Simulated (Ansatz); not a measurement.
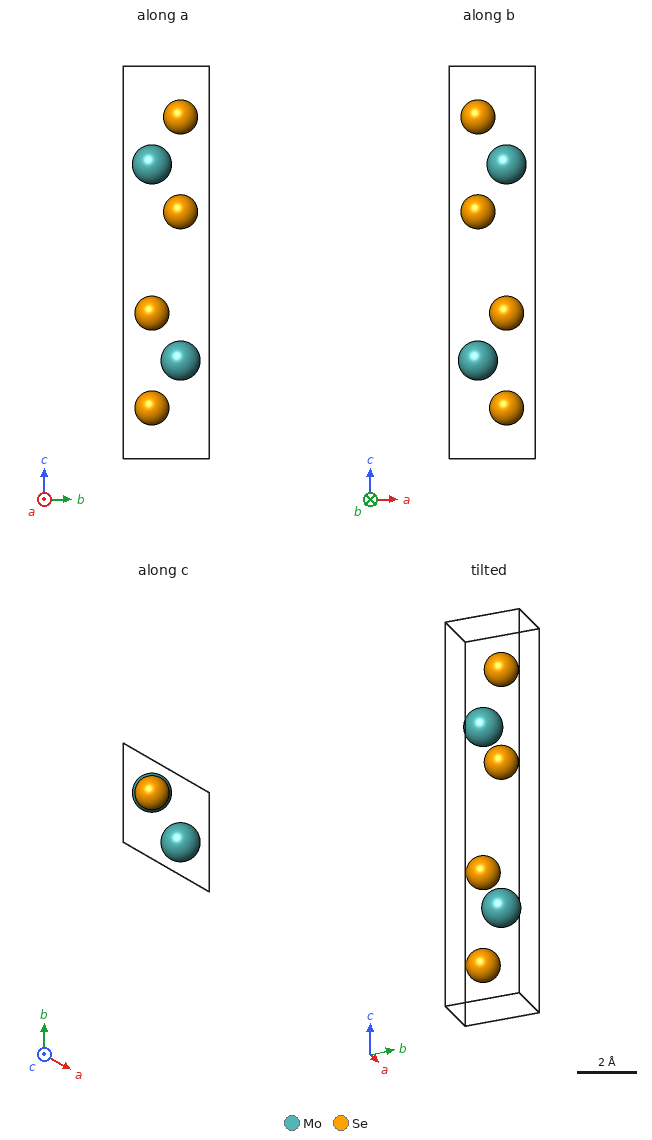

Crystal structure, spheres-only style, seen along the a axis, along the b axis, along the c axis and slightly off an axis. Atoms at the boundary of the conventional unit cell (the box) are drawn once for each face, edge or corner they touch.

Lattice parameters: a = 3.4046 Å, b = 3.4046 Å, c = 13.4805 Å, α = 90.000°, β = 90.000°, γ = 120.000°.

> Write down what is shown as a CIF in P1 with every atom of the cell, with free fractional coordinates to two decimals.

```cif
data_structure
_symmetry_space_group_name_H-M 'P 1'
_symmetry_Int_Tables_number 1
_cell_length_a 3.4046
_cell_length_b 3.4046
_cell_length_c 13.4805
_cell_angle_alpha 90.000
_cell_angle_beta 90.000
_cell_angle_gamma 120.000
_cell_volume 135.32
loop_
_atom_site_label
_atom_site_type_symbol
_atom_site_fract_x
_atom_site_fract_y
_atom_site_fract_z
_atom_site_occupancy
Mo1 Mo 0.3333 0.6667 0.25 1
Mo2 Mo 0.6667 0.3333 0.75 1
Se1 Se 0.6667 0.3333 0.37 1
Se2 Se 0.6667 0.3333 0.13 1
Se3 Se 0.3333 0.6667 0.87 1
Se4 Se 0.3333 0.6667 0.63 1
```

The model was built from a structure type filled with these elements by a generator (whether the compound takes this form wasn't checked). The cell was then strained or its atoms displaced on purpose. It was run through Ansatz as a DFT input.

At this level of theory the run's own cell isn't at rest (stretched, at -6 GPa), so its distances can differ from those at equilibrium, the more so the softer the solid.
